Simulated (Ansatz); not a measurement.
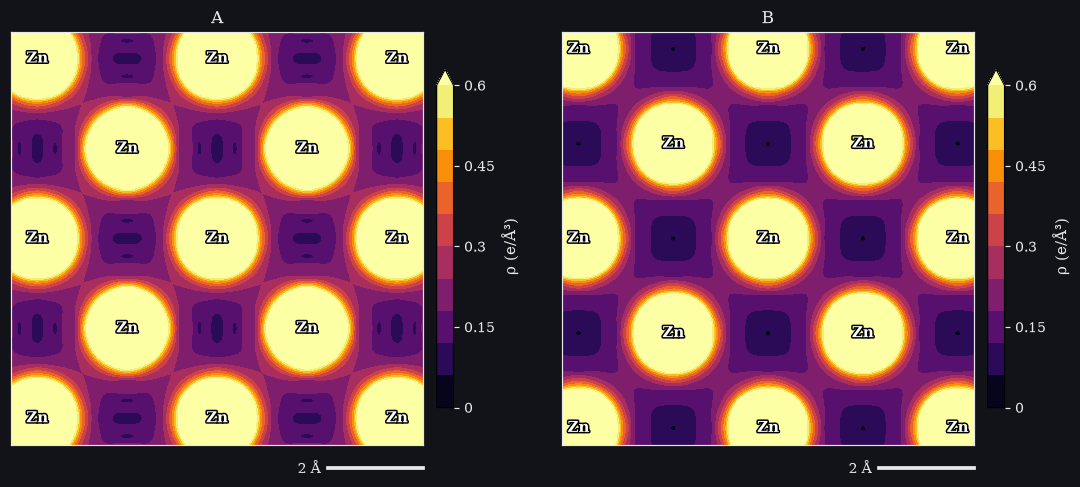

Zn. The valence charge density (pseudo) of two cells that differ in size, on the (001) plane of each (indices in the axes of the calculation cell), at one length scale and on one colour scale: B has 15.6 Å³ an atom and A 13.3.

Space group Fm-3m; a structure generated by program, which may or may not match a known phase.

Level of theory: DFT PBE, scalar-relativistic, plane waves, PAW in Ansatz.

Core electrons are frozen (PAW), and the valence fields are smoothed inside the atomic spheres.

Question: What does the compression do to the bonding and the properties?

Answer: From the larger cell to the smaller, Zn–Zn goes from 2.81 to 2.66 Å, and the density at its midpoint from 0.19 to 0.24 e/Å³; the pressure goes from −1.9 to 12 GPa.
